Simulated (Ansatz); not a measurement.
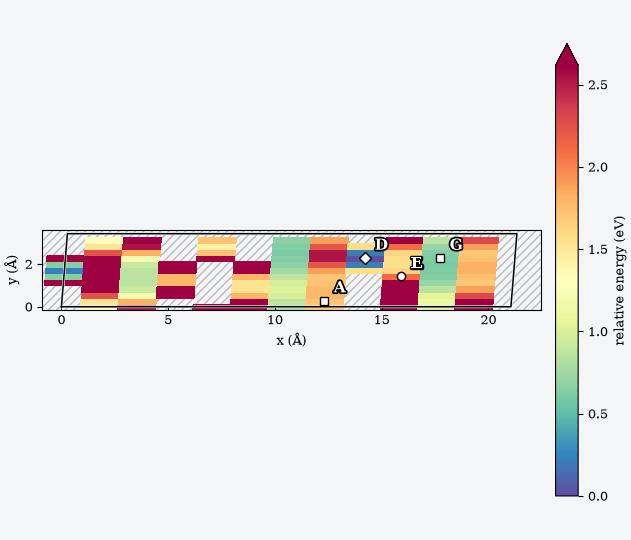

Te₂Mo (P-6m2 phase) with one H guest (10 atoms in the cell). A guest moved over a lattice plane through the rigid host; the plane is (1 0 1) of the conventional cell, half-way across the widest gap between atomic layers, origin above Mo9. Places are given modulo a cell vector. The map is drawn in real space over the plane of the scan. Nothing is relaxed (host rigid, guest held in the plane). The grid has 12 × 12 points; 61 points were computed and 52 follow by symmetry. At 31 points there is no value (left out of the scan, as a rule where atoms come close). Energies: eV per cell, counted from the lowest grid point. Theory: DFT PBEsol+D3(BJ), scalar-relativistic, plane waves, PAW in Ansatz 0.2.0. Settings: cutoff 420 eV, k-mesh 9×9×2, gaussian smearing 0.05 eV, no spin polarisation.

Drawn: one coloured cell a grid point, the outline of one cell of the plane, one colour for all values above the top of the scale, hatched blanks where no value was computed, lettered points.

> Rank the lettered points by energy, lowest first.

D (0.00 eV), G (0.62 eV), A (1.72 eV), E (2.10 eV).

PAW datasets: the set soft_1.
